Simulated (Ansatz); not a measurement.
## Single-point calculation, with input and output: CoPtO2

The run: single-point calculation of CoPtO2 (4 atoms in the cell). Method and program: DFT PBE, scalar-relativistic, plane waves, PAW, no spin polarisation (Ansatz 0.2.0).

The structure derives from a Materials Project entry. It belongs to a series of runs on one base structure; here: strain +0.030 along x and y, +0.000 along z, atoms carried along.

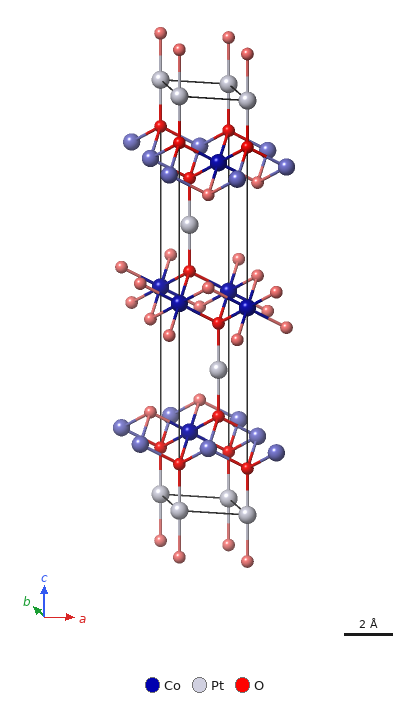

The structure as given in the input (ball-and-stick view of the cell 3 times as large as that of the calculation, set on its symmetry axes, seen slightly off an axis; neighbours outside the cell are drawn fainter). An atom can appear more than once, as a periodic image.

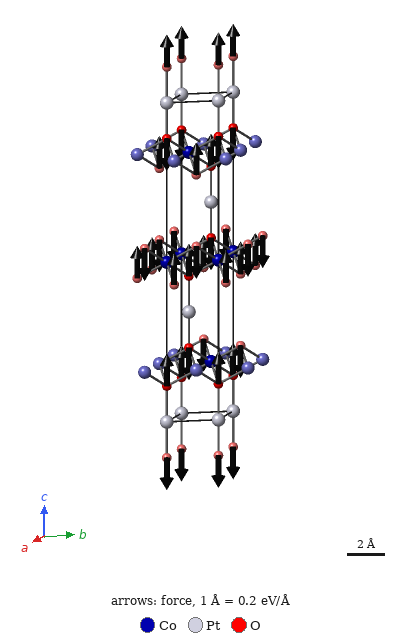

Forces on the atoms as black arrows (ball-and-stick view of the cell 3 times as large as that of the calculation, set on its symmetry axes, seen slightly off an axis; neighbours outside the cell are drawn fainter). The largest act on O3, O4 (0.36 eV/Å). Atoms are counted from 1 in the order of the input and aren't labelled in the picture. The geometry is not a stationary point of this energy.

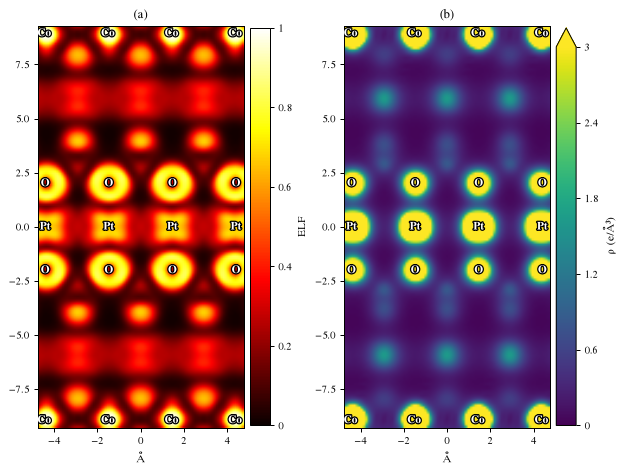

(a) electron localisation function; (b) valence charge density (pseudo) on the (100) plane of the conventional cell. Pt–O (2.01 Å): ρ is about 0.86 e/Å³ halfway; the ELF is about 0.20 at the midpoint; no shared pair; the contact is polar. Away from the nuclei the density in this plane falls to 0.04 e/Å³ at its lowest. The strong features right at Co and Pt lie inside the PAW spheres (semicore, d or f shells) and say nothing about bonding. The fields are those of the smooth PAW valence density.

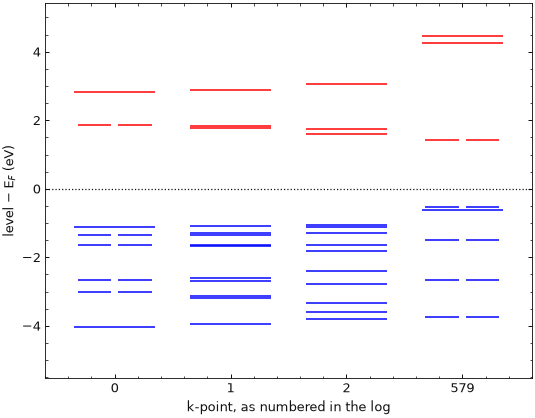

Kohn–Sham levels near the Fermi level (dotted) at the few k-points that the log prints; levels within 0.02 eV of each other stand side by side. The system is metallic on the full mesh.

The input and output of the run follow.

### The input
```yaml
crystal:
  lattice:
    - [1.470216828, 0.8488300814, 5.9610846606]
    - [-1.470216828, 0.8488300814, 5.9610846606]
    - [0.0, -1.6976601628, 5.9610846606]
  atoms:
    - { symbol: Co, position: [0.5, 0.5, 0.5] }
    - { symbol: Pt, position: [0.0, 0.0, 0.0] }
    - { symbol: O, position: [0.8876528272, 0.8876528272, 0.8876528272] }
    - { symbol: O, position: [0.1123471728, 0.1123471728, 0.1123471728] }
basis:
  ecutwfc: 420
kpoints:
  mp_grid: { grid: [18, 18, 18] }
hamiltonian:
  xc: pbe
scf:
  occupations: { method: gaussian, width: 0.15 }
output:
  forces: true
  stress: true
  eigenvalues: true
  write_density: true
  write_potential: true
  elf: true
  volumetric_format: npy
```

Run as:
```bash
ansatz run input.yaml --threads 2 --pin off --max-ram 5120MiB --backend cpu --events-out ev --progress --plain --runs-dir out
```

### Log
```
basis.fft_grid_basis auto: the FFT boxes are laid along the combinations [[1, -1, 0], [0, 1, 0], [0, -1, 1]] of the cell's own vectors, 2.940, 6.198 and 2.940 Å long. The dense box has 20×45×20 points. Along the cell's own vectors, as sized, it would have 45×45×45, 5.06 times as many. Of the 12 symmetry operations that the crystal satisfies within crystal.symmetry.tolerance (time reversal apart; of a slab, those that keep its plane) the dense box along the cell's own vectors carries 12, and the one as laid loses 8 of those. basis.fft_grid_basis: typed keeps the cell's own vectors: state it where this run's energies or levels are differenced outside the engine with another run's, or held beside a run that keeps those vectors. Those combinations have planes normal to reciprocal vector 3, as the cell's own vectors have. Each planar average written beside output.write_density, output.write_potential has a row for each plane of the box: 20. The volumetric files lie along those combinations, not along the cell's own vectors: a cube or XSF file states them, and fields.json those of NumPy files.
Engine: ansatz 0.2.0, x86_64-unknown-linux-gnu
Pseudopotentials: kind: paw
Pseudopotential: Co, paw, valence charge 17, recommended cutoff 420 eV (normal), Co.paw.azcp
Pseudopotential: Pt, paw, valence charge 18, recommended cutoff 420 eV (normal), Pt.paw.azcp
Pseudopotential: O, paw, valence charge 6, recommended cutoff 420 eV (normal), O.paw.azcp
Functional definition: PBE
  parameter kappa = 0.804
  parameter beta = 0.06672455060314922
  exchange = pbe_x(kappa = kappa, mu = beta*pi^2/3)
  correlation = pbe_c(beta = beta)
Crystal: 4 atoms, lattice volume = 44.635 Å³
Basis set: ecut = 420 eV, 871 PW (Γ), FFT grids on a1−a2, a2, −a2+a3, exchange–correlation on 40×90×40 points (8 copies of the dense FFT grid, shifted against one another)
Bands: 29, of which v1, the nominal top of the filled ones, is band 24 counted from 1 (23 counted from 0)
Symmetry: 12 space group operations
Space group: R-3m (ITA 166), of the structure as read, at distance tolerance 3.5e-5 Å
k-points: 580 of 5832
Non-local potential: Co, projectors of the file, l = 0: 3, l = 1: 2, l = 2: 3, l = 3: 1
Non-local potential: Pt, projectors of the file, l = 0: 3, l = 1: 2, l = 2: 2, l = 3: 1
Non-local potential: O, projectors of the file, l = 0: 2, l = 1: 2, l = 2: 1
PAW form: soft (Blöchl's): semilocal exchange-correlation on the pseudo side does not see the compensation charge
PAW one-centre angular grid: Co, 590 points (default); XC on 64 Gauss nodes
PAW one-centre angular grid: Pt, 590 points (default); XC on 64 Gauss nodes
PAW one-centre angular grid: O, 110 points (default); XC on 64 Gauss nodes
Initial density: superposition of atomic densities (neutral atoms: chi_scale 0, normalization atom), corrected by the library's trained network
Initial wavefunctions: pseudopotential atomic-orbital guess
Functional: x = pbe(κ = 0.804, μ = 0.2195149727645171), c = pbe(β = 0.06672455060314922)
SCF iter   1: F=—  HF=-18782.336476 eV  |F-HF|=—  |Δ(HF+E_count)|=         —  Δρ=5.32e-3  dr2=1.01e-2  ethr=1.77e-3  ⟨swp⟩=5.4  Hψ=64593  notcnv=0
preconditioner: auto → LDOS  [insulator: Δε(μ)=0.189 eV  Ē_g=10.098 eV  σ=0.150 eV  W_gap=0.58  n_scr=16 (ndim 8)  ℏωp=30.9 eV  f_vac=0.010  D(μ)=0.66/eV (n_scr^D=2)  ε∞_Penn≈10.4  β→1.0]
SCF iter   2: F=—  HF=-18782.342381 eV  |F-HF|=—  |Δ(HF+E_count)|=   5.90e-3  Δρ=1.16e-2  dr2=6.41e-2  ethr=2.14e-5  ⟨swp⟩=2.4  Hψ=32281  notcnv=0
SCF iter   3: F=—  HF=-18782.338967 eV  |F-HF|=—  |Δ(HF+E_count)|=   3.41e-3  Δρ=8.68e-3  dr2=2.52e-2  ethr=2.14e-5  ⟨swp⟩=2.0  Hψ=30407  notcnv=0
SCF iter   4: F=—  HF=-18782.336414 eV  |F-HF|=—  |Δ(HF+E_count)|=   2.55e-3  Δρ=1.46e-3  dr2=7.25e-4  ethr=2.14e-5  ⟨swp⟩=2.0  Hψ=21683  notcnv=0
SCF iter   5: F=—  HF=-18782.336345 eV  |F-HF|=—  |Δ(HF+E_count)|=   6.93e-5  Δρ=1.89e-4  dr2=1.30e-5  ethr=1.54e-6  ⟨swp⟩=1.6  Hψ=17403  notcnv=0
SCF iter   6: F=—  HF=-18782.336276 eV  |F-HF|=—  |Δ(HF+E_count)|=   6.86e-5  Δρ=3.45e-5  dr2=2.27e-7  ethr=2.76e-8  ⟨swp⟩=2.0  Hψ=24055  notcnv=0
SCF iter   7: F=-18782.336276 eV  HF=-18782.336276 eV  |F-HF|=1.76e-8  |Δ(HF+E_count)|=   1.90e-8  Δρ=1.23e-5  dr2=3.30e-8  ethr=2.13e-10  ⟨swp⟩=10.5  Hψ=111779  notcnv=0
SCF 1 converged in 7 iterations: F = -18782.336276 eV  dr2 = 3.30e-8
  greatest PAW one-centre occupation: 1.000 electrons in one spin orbital (limit 2), on the Co atom at site 0 (counted from 0), in its partial waves of l = 1
SCF converged after 7 iterations
Free energy (F): -18782.336276 eV
Harris-Foulkes:  -18782.336276 eV  (|F-HF|=1.76e-8)
Internal energy: -18782.329250 eV  (E = F + TS)
E sigma→0 (E₀):  -18782.332763 eV
Entropy (-TS):   -0.007026 eV (-1.757 meV/atom)
Fermi energy:    14.550780 eV
--- Per-component energies (eV) ---
  E_band       = -546.580188
  E_kinetic    = 1430.867770
  E_local      = -5909.283589  (includes V_loc(G=0)·N_el)
  E_nonlocal   = 751.942436
  E_hartree    = 2356.404137
  E_xc         = -563.940265
  E_vxc        = -690.530510  (∫ρ·V_xc dr)
  E_paw        = -11282.310074  (= ΣΔE_a)
  E_vpaw       = -842.401974  (= ΣTr[D̂ρ^β])
  E_aug_tail   = 0.005138  (compensation charges beyond the density's cutoff)
  E_ewald      = -5566.014803
  E_smearing   = -0.007026  (= −TS)
  E_closure    = 0.000000  (closes the sum)
  Σ components = -18782.336276   (vs F -18782.336276, Δ=0.00e0)
--- Forces (eV/Å), atoms counted from 1 ---
  atom   1  Co     0.00000000    -0.00000000     0.00000000
  atom   2  Pt     0.00000000     0.00000000    -0.00000000
  atom   3  O      0.00000000     0.00000000    -0.36455167
  atom   4  O      0.00000000     0.00000000     0.36455167
  max |Σ_I F_I| component: 9.25e-18 eV/Å
--- Stress (GPa, compression-positive) ---
      -12.862015       0.000000       0.000000
        0.000000     -12.862015      -0.000000
        0.000000      -0.000000      -6.389133
  P = ⅓ Tr σ = -10.7044 GPa (-107.044 kbar)
--- Band table (eV; the first three rows and the last of 580) ---
  k-point 0: bands = ["-83.7629", "-80.8268", "-44.1274", "-44.1274", "-44.0375", "-38.3845", "-37.6792", "-37.6792", "-6.2314", "-4.4912", "5.7386", "8.4054", "8.6129", "8.6129", "10.5270", "11.5288", "11.5288", "11.8870", "11.8870", "12.9090", "12.9090", "13.2024", "13.2024", "13.4425", "16.4019", "16.4019", "17.3858", "20.1026", "23.1015"]
  k-point 1: bands = ["-83.7626", "-80.8266", "-44.1288", "-44.1277", "-44.0373", "-38.3839", "-37.6848", "-37.6806", "-6.2013", "-4.4899", "5.7777", "8.4809", "8.5223", "8.6279", "10.6048", "11.3542", "11.4317", "11.8572", "11.9601", "12.8728", "12.9122", "13.2108", "13.2697", "13.4524", "16.3343", "16.3742", "17.4432", "20.2711", "23.1738"]
  k-point 2: bands = ["-83.7618", "-80.8263", "-44.1329", "-44.1287", "-44.0367", "-38.3820", "-37.7006", "-37.6846", "-6.1133", "-4.4866", "5.8896", "8.3022", "8.6716", "8.6952", "10.7398", "10.9676", "11.2053", "11.7678", "12.1538", "12.7235", "12.9119", "13.2522", "13.4383", "13.4886", "16.1575", "16.2966", "17.5945", "20.7297", "23.3880"]
  k-point 579: bands = ["-83.7629", "-80.8267", "-44.1274", "-44.1274", "-44.0375", "-38.3844", "-37.6793", "-37.6793", "-5.9837", "-4.8657", "7.3705", "8.0280", "8.6189", "8.7815", "8.7815", "10.7990", "10.7990", "11.8976", "11.8976", "13.0589", "13.0589", "13.9264", "14.0165", "14.0165", "15.9708", "15.9708", "18.8087", "19.0016", "23.0553"]
```

### Summary

```json
{"quantity": "outcome", "value": "converged"}
{"quantity": "space group (tolerance 0.01 Å)", "value": "R-3m (166)"}
{"quantity": "electrons treated", "value": "47"}
{"quantity": "free energy", "value": "−18782.3363 eV"}
{"quantity": "Fermi energy", "value": "14.551 eV"}
{"quantity": "gap on the k-point mesh", "value": "none (metallic)"}
{"quantity": "pressure", "value": "−10.70 GPa"}
{"quantity": "largest force (length of the vector)", "value": "0.365 eV/Å"}
{"quantity": "hardware", "value": "2 threads of Intel Xeon @ 2.50GHz (Skylake/Cascade Lake), 189 GiB of memory available, shared host"}
{"quantity": "wall time", "value": "61 s (CPU time 2 min)"}
{"quantity": "peak memory", "value": "0.79 GiB"}
```

### Remarks

The run has no spin polarisation, so a magnetic state may lie lower. Spin–orbit coupling is left out, which matters for Pt.
